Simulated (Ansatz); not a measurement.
## C13H4Si12: geometry relaxation (part 3 of 3)

Continued. System: C13H4Si12 (slab, 29 atoms in the cell). Method: DFT PBE+D3(BJ), scalar-relativistic, plane waves, PAW, no spin polarisation (Ansatz 0.2.0); cutoff 420 eV, 3×3×1 k-mesh, Gaussian smearing of 0.05 eV. The structure derives from an entry of the Crystallography Open Database. The input holds or restrains some coordinates. It belongs to a series of runs on one base structure; here: 1 CH4 a cell, tilted, over a hollow Si-C site.

## Output, continued
```
  k-point 2: bands = ["-16.1278", "-14.7973", "-14.6903", "-13.7215", "-13.6037", "-13.5757", "-13.3918", "-12.5435", "-12.5423", "-12.4997", "-11.2856", "-10.4490", "-10.4404", "-9.1931", "-9.1442", "-8.4008", "-8.3727", "-8.2455", "-8.0094", "-7.5570", "-6.7907", "-6.7850", "-6.3581", "-6.2558", "-6.1530", "-6.1276", "-5.9929", "-5.9014", "-5.2458", "-5.1553", "-5.0611", "-5.0194", "-4.9008", "-4.8566", "-4.3074", "-4.2267", "-3.8425", "-3.7467", "-3.7223", "-3.6007", "-3.3318", "-3.2272", "-2.8227", "-2.8128", "-2.4556", "-1.9551", "-1.3521", "-0.8630", "-0.6009", "-0.5940", "-0.3913", "-0.3848", "-0.0862", "-0.0262", "0.3843", "1.0233", "1.9183", "2.6769", "2.7862", "3.3458", "3.5119", "3.6489", "3.9596", "4.0331", "4.4283", "4.4627", "4.6239", "4.7640", "4.8506", "4.9500", "5.3580", "5.4858", "5.5546", "5.7504", "5.8821", "6.1736", "6.2576", "6.3438", "6.4262", "6.5959", "6.6509"]
  k-point 4: bands = ["-16.1435", "-14.8177", "-14.5986", "-13.7237", "-13.6701", "-13.5428", "-13.4181", "-12.5460", "-12.5447", "-12.5018", "-11.2859", "-10.4485", "-10.4409", "-9.3254", "-8.9063", "-8.4622", "-8.3664", "-8.3254", "-8.0255", "-7.4984", "-6.8004", "-6.7764", "-6.3886", "-6.1838", "-6.1678", "-6.1365", "-5.9821", "-5.9042", "-5.2723", "-5.1302", "-5.0766", "-5.0165", "-4.8603", "-4.7559", "-4.4228", "-4.3639", "-3.8618", "-3.7412", "-3.6811", "-3.5771", "-3.4151", "-3.0936", "-2.8274", "-2.8184", "-2.4313", "-1.9544", "-1.3514", "-0.8450", "-0.6007", "-0.5001", "-0.4013", "-0.3392", "-0.0280", "-0.0178", "0.1672", "1.1287", "1.7867", "2.5604", "2.9252", "3.2864", "3.5248", "3.6696", "3.7647", "4.1782", "4.2966", "4.4189", "4.7472", "4.7683", "4.9295", "4.9863", "5.2777", "5.3689", "5.4756", "5.8114", "5.9341", "6.0531", "6.2482", "6.3435", "6.5593", "6.6393", "6.6925"]
--- Relaxed structure (30 steps of the walk, 29 accepted, 0 SCFs on fresh bases) ---
  F+E_penalty+E_count = -10951.57226280 eV   max|allowed force component| = 2.231e-2 eV/Å
  atoms:
    - { symbol: C, position: [0.49999999999999994, 0.0, 0.3174661741] }
    - { symbol: C, position: [0.49999999999999994, 0.49999999999999994, 0.3174661741] }
    - { symbol: C, position: [0.0, 0.0, 0.3174661741] }
    - { symbol: C, position: [0.0, 0.49999999999999994, 0.3174661741] }
    - { symbol: Si, position: [0.16666666669999997, 0.8333333332999999, 0.34237463669999996] }
    - { symbol: Si, position: [0.1666666667, 0.3333333333, 0.34237463669999996] }
    - { symbol: Si, position: [0.6666666667, 0.8333333332999999, 0.34237463669999996] }
    - { symbol: Si, position: [0.6666666667, 0.3333333333, 0.34237463669999996] }
    - { symbol: C, position: [0.6666666667, 0.8333333332999999, 0.4171000247] }
    - { symbol: C, position: [0.6666666667, 0.3333333333, 0.4171000247] }
    - { symbol: C, position: [0.16666666669999997, 0.8333333332999999, 0.4171000247] }
    - { symbol: C, position: [0.1666666667, 0.3333333333, 0.4171000247] }
    - { symbol: Si, position: [0.3333245649047334, 0.6666995454267362, 0.44093998982625193] }
    - { symbol: Si, position: [0.3337617110832953, 0.16653395060728673, 0.43995738313511407] }
    - { symbol: Si, position: [0.8334746016310286, 0.6661970443089842, 0.4399959029389761] }
    - { symbol: Si, position: [0.8330175887139988, 0.1669919149429676, 0.4408630265965626] }
    - { symbol: C, position: [0.8353755756334775, 0.664853528162387, 0.518905092512799] }
    - { symbol: C, position: [0.8307303166121809, 0.169473340880972, 0.5187674956192777] }
    - { symbol: C, position: [0.33095452665079633, 0.6688557930880724, 0.5188665851045214] }
    - { symbol: C, position: [0.33475414141733656, 0.16469083675931906, 0.5189185937395498] }
    - { symbol: Si, position: [0.49850058225924704, 0.5016146736430726, 0.5307331791540808] }
    - { symbol: Si, position: [0.5004367123668636, -0.0007089628401402104, 0.546089308630681] }
    - { symbol: Si, position: [0.0007340636409854662, 0.4994858301105228, 0.5466465984166202] }
    - { symbol: Si, position: [-0.0021468374891143527, 0.0016715574996364773, 0.5279399116104533] }
    - { symbol: C, position: [0.9818812331734613, 1.003965261006371, 0.6476374601850465] }
    - { symbol: H, position: [1.0881152383711912, 1.2006989636008805, 0.634473320285018] }
    - { symbol: H, position: [1.0639528383611303, 0.894090842353728, 0.6317392901847291] }
    - { symbol: H, position: [0.9904099462890726, 1.0004198904655923, 0.6911083296409629] }
    - { symbol: H, position: [0.7844020390393349, 0.9225300730599404, 0.6355116699757948] }
```

## Trajectory as extended XYZ (Å, eV, eV/Å), 4 of the 30 frames kept, from step=1 to step=30
```
29
Lattice="6.1500 0.0000 0.0000 -3.0750 5.3261 0.0000 0.0000 0.0000 25.1995" Properties=species:S:1:pos:R:3:forces:R:3 step=1 energy=-10951.32939
C     3.0750    0.0000    8.0000   -0.0738   0.0464   2.1412
C     1.5375    2.6630    8.0000    0.0013  -0.0878   2.1425
C     0.0000    0.0000    8.0000    0.0773   0.0420   2.1427
C    -1.5375    2.6630    8.0000   -0.0017  -0.0012   2.2058
Si   -1.5375    4.4384    8.6277    0.0013   0.0549  -3.2132
Si    0.0000    1.7754    8.6277    0.0465  -0.0276  -3.2149
Si    1.5375    4.4384    8.6277   -0.0013   0.0015  -3.2272
Si    3.0750    1.7754    8.6277   -0.0455  -0.0286  -3.2117
C     1.5375    4.4384   10.5107   -0.0038  -0.0007   0.9511
C     3.0750    1.7754   10.5107    0.0627   0.0399   1.0885
C    -1.5375    4.4384   10.5107    0.0042  -0.0744   1.0807
C     0.0000    1.7754   10.5107   -0.0652   0.0358   1.0787
Si    0.0000    3.5507   11.0928    0.0132   0.0046   0.0561
Si    1.5375    0.8877   11.0928   -0.0029  -0.0011  -0.0425
Si    3.0750    3.5507   11.0928   -0.0131   0.0133   0.0604
Si    4.6125    0.8877   11.0928    0.0014  -0.0163   0.0581
C     3.0750    3.5507   13.0602   -0.0947   0.0732   0.0073
C     4.6125    0.8877   13.0602    0.0027  -0.1113   0.0007
C     0.0000    3.5507   13.0602    0.0938   0.0413  -0.0095
C     1.5375    0.8877   13.0602   -0.0068  -0.0015   0.0052
Si    1.5375    2.6630   13.5781    0.0047  -0.1876  -0.1858
Si    3.0750    0.0000   13.5781   -0.1625   0.0865  -0.1655
Si   -1.5375    2.6630   13.5781    0.0043   0.0006   0.2533
Si    0.0000    0.0000   13.5781    0.1665   0.1049  -0.2406
C     1.6411    4.4584   16.5425    0.0699   0.0090   0.6353
H     1.3297    5.4520   16.9251    0.1230  -0.3545  -0.2213
H     2.6992    4.2710   16.8181   -0.3975   0.0498  -0.1679
H     0.9979    3.6722   16.9885    0.2168   0.2929  -0.2443
H     1.5375    4.4384   15.4381   -0.0208  -0.0041   0.2353
29
Lattice="6.1500 0.0000 0.0000 -3.0750 5.3261 0.0000 0.0000 0.0000 25.1995" Properties=species:S:1:pos:R:3:forces:R:3 step=11 energy=-10951.51831
C     3.0750    0.0000    8.0000   -0.1588   0.0943   2.1488
C     1.5375    2.6630    8.0000    0.0261  -0.1457   2.1320
C     0.0000    0.0000    8.0000    0.1298   0.0436   2.1210
C    -1.5375    2.6630    8.0000   -0.0690   0.0208   2.2621
Si   -1.5375    4.4384    8.6277    0.0172   0.0425  -3.1573
Si    0.0000    1.7754    8.6277    0.0317  -0.0148  -3.1796
Si    1.5375    4.4384    8.6277   -0.0142   0.0064  -3.1594
Si    3.0750    1.7754    8.6277   -0.0308  -0.0350  -3.1591
C     1.5375    4.4384   10.5107   -0.0500   0.0358   0.9168
C     3.0750    1.7754   10.5107    0.1941   0.0331   1.0678
C    -1.5375    4.4384   10.5107    0.0966  -0.2083   1.0363
C     0.0000    1.7754   10.5107   -0.2183   0.1477   0.9751
Si   -0.0013    3.5513   11.1076   -0.0013  -0.0021   0.0044
Si    1.5366    0.8876   11.0702    0.0094  -0.0026   0.0201
Si    3.0768    3.5495   11.1001    0.0036  -0.0046   0.0000
Si    4.6108    0.8893   11.1075    0.0044   0.0018   0.0060
C     3.0972    3.5345   13.0773    0.0259  -0.0152   0.0082
C     4.5955    0.9201   13.0800    0.0003   0.0163   0.0054
C    -0.0310    3.5479   13.0732   -0.0137  -0.0124   0.0136
C     1.5335    0.8869   13.0781   -0.0094   0.0164   0.0289
Si    1.5266    2.6805   13.3920   -0.0011   0.0286  -0.0087
Si    3.0777   -0.0038   13.5454    0.0217  -0.0165   0.0243
Si   -1.5383    2.6678   13.9025    0.0063  -0.0087  -0.0670
Si   -0.0252   -0.0031   13.3567   -0.0293  -0.0120  -0.0073
C     1.7772    4.4115   16.5674   -0.0190  -0.0154  -0.0546
H     1.9893    5.4567   16.8220    0.0059  -0.0223  -0.0125
H     2.6799    3.9294   16.1640   -0.0300   0.0086   0.0187
H     1.4393    3.8678   17.4573    0.0317   0.0155  -0.0111
H     0.9610    4.3898   15.8230    0.0376   0.0053   0.0308
29
Lattice="6.1500 0.0000 0.0000 -3.0750 5.3261 0.0000 0.0000 0.0000 25.1995" Properties=species:S:1:pos:R:3:forces:R:3 step=20 energy=-10951.54571
C     3.0750    0.0000    8.0000   -0.1624   0.0999   2.1756
C     1.5375    2.6630    8.0000    0.0602  -0.1200   2.1261
C     0.0000    0.0000    8.0000    0.1182  -0.0020   2.1193
C    -1.5375    2.6630    8.0000   -0.1214   0.0445   2.2388
Si   -1.5375    4.4384    8.6277    0.0268   0.0263  -3.1510
Si    0.0000    1.7754    8.6277    0.0137   0.0021  -3.1761
Si    1.5375    4.4384    8.6277   -0.0236   0.0086  -3.1812
Si    3.0750    1.7754    8.6277   -0.0162  -0.0335  -3.1366
C     1.5375    4.4384   10.5107   -0.0943   0.0451   0.8996
C     3.0750    1.7754   10.5107    0.1992  -0.0712   1.0819
C    -1.5375    4.4384   10.5107    0.1933  -0.1650   1.0602
C     0.0000    1.7754   10.5107   -0.1968   0.1443   0.9526
Si   -0.0007    3.5516   11.1100    0.0026  -0.0002   0.0000
Si    1.5379    0.8870   11.0782    0.0016   0.0013  -0.0025
Si    3.0785    3.5480   11.0932   -0.0022  -0.0011  -0.0049
Si    4.6104    0.8883   11.1092   -0.0018   0.0007   0.0042
C     3.1014    3.5311   13.0751   -0.0018   0.0021   0.0065
C     4.5888    0.9062   13.0777    0.0067  -0.0035   0.0005
C    -0.0271    3.5564   13.0778    0.0070  -0.0039  -0.0016
C     1.5396    0.8810   13.0835   -0.0030   0.0027   0.0023
Si    1.5252    2.6769   13.3507    0.0023   0.0086  -0.0053
Si    3.0751   -0.0042   13.6686    0.0045   0.0010   0.0061
Si   -1.5308    2.6571   13.8487   -0.0038  -0.0015  -0.0029
Si   -0.0246   -0.0028   13.3192   -0.0164  -0.0045  -0.0131
C     2.2247    4.5170   16.4444    0.0012   0.0239  -0.0123
H     2.4237    5.5698   16.1947   -0.0085  -0.0191   0.0084
H     3.0386    3.8737   16.0804   -0.0079   0.0043   0.0034
H     2.1482    4.4203   17.5336    0.0008   0.0072  -0.0081
H     1.2649    4.2203   15.9944    0.0221   0.0026   0.0105
29
Lattice="6.1500 0.0000 0.0000 -3.0750 5.3261 0.0000 0.0000 0.0000 25.1995" Properties=species:S:1:pos:R:3:forces:R:3 step=30 energy=-10951.57226
C     3.0750    0.0000    8.0000   -0.1249   0.1139   2.2021
C     1.5375    2.6630    8.0000    0.1082  -0.0704   2.1357
C     0.0000    0.0000    8.0000    0.0770  -0.0418   2.1200
C    -1.5375    2.6630    8.0000   -0.1583   0.0476   2.2056
Si   -1.5375    4.4384    8.6277    0.0225  -0.0101  -3.1624
Si    0.0000    1.7754    8.6277   -0.0087   0.0212  -3.1787
Si    1.5375    4.4384    8.6277   -0.0245  -0.0005  -3.1795
Si    3.0750    1.7754    8.6277    0.0022  -0.0052  -3.1129
C     1.5375    4.4384   10.5107   -0.1673   0.0362   0.9161
C     3.0750    1.7754   10.5107    0.1611  -0.0903   1.0941
C    -1.5375    4.4384   10.5107    0.2368  -0.1379   1.0476
C     0.0000    1.7754   10.5107   -0.1210   0.1347   0.9194
Si   -0.0002    3.5509   11.1115    0.0012  -0.0013  -0.0032
Si    1.5405    0.8870   11.0867    0.0000   0.0020  -0.0057
Si    3.0773    3.5482   11.0877   -0.0013  -0.0017  -0.0029
Si    4.6096    0.8894   11.1095   -0.0012   0.0012   0.0001
C     3.0931    3.5410   13.0762   -0.0051  -0.0027   0.0036
C     4.5879    0.9026   13.0727   -0.0019  -0.0028   0.0024
C    -0.0214    3.5624   13.0752    0.0037   0.0002   0.0037
C     1.5523    0.8772   13.0765    0.0049   0.0028   0.0086
Si    1.5233    2.6716   13.3742    0.0020  -0.0006  -0.0088
Si    3.0799   -0.0038   13.7612    0.0008   0.0017   0.0005
Si   -1.5314    2.6603   13.7752   -0.0010  -0.0025  -0.0064
Si   -0.0183    0.0089   13.3038   -0.0048   0.0035   0.0006
C     2.9514    5.3472   16.3202   -0.0105   0.0039   0.0035
H     2.9998    6.3950   15.9884    0.0025  -0.0188   0.0018
H     3.7940    4.7620   15.9195   -0.0076   0.0090   0.0024
H     3.0147    5.3283   17.4156   -0.0069  -0.0043  -0.0172
H     1.9873    4.9134   16.0146    0.0223   0.0130   0.0101
```

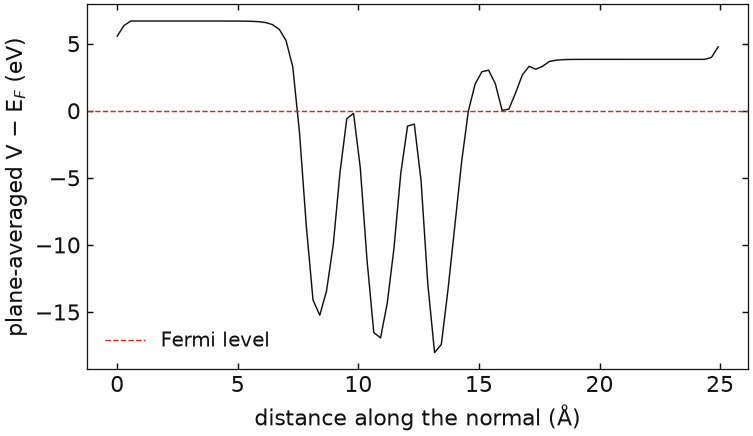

Fig. 1: Plane average of the electrostatic potential energy of an electron across the cell, from the Fermi level. The vacuum level lies 3.85 eV above the Fermi level on the upper side and 6.70 eV on the lower.

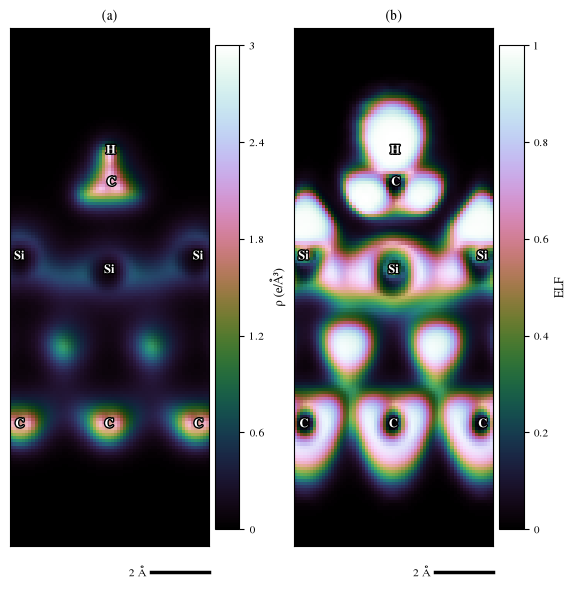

Fig. 2: (a) valence electron density; (b) electron localisation function on the (100) plane of the calculation cell, a cut from vacuum to vacuum. The plane passes through C, Si and H nuclei. The density dies away to nearly zero in the vacuum. The fields are those of the smooth PAW valence density.

## Summary

```csv
quantity,value
outcome,converged under the restraints of the input
electrons treated,104
free energy,−10951.5723 eV
"work function, top face",3.85 eV
"work function, bottom face",6.70 eV
Fermi energy,−0.207 eV
gap on the k-point mesh,none (metallic)
final volume,825.42 Å³
work function (upper face),3.85 eV
"largest force (length of the vector) at the end, held atoms and coordinates included",3.180 eV/Å
hardware,"2 threads of Arm Neoverse V1, 24 GiB of memory available, shared host"
wall time,16 min (CPU time 32 min)
peak memory,1.2 GiB
```

## Remarks

Warnings of the run: the exchange-correlation potential is rough where the density is thin.
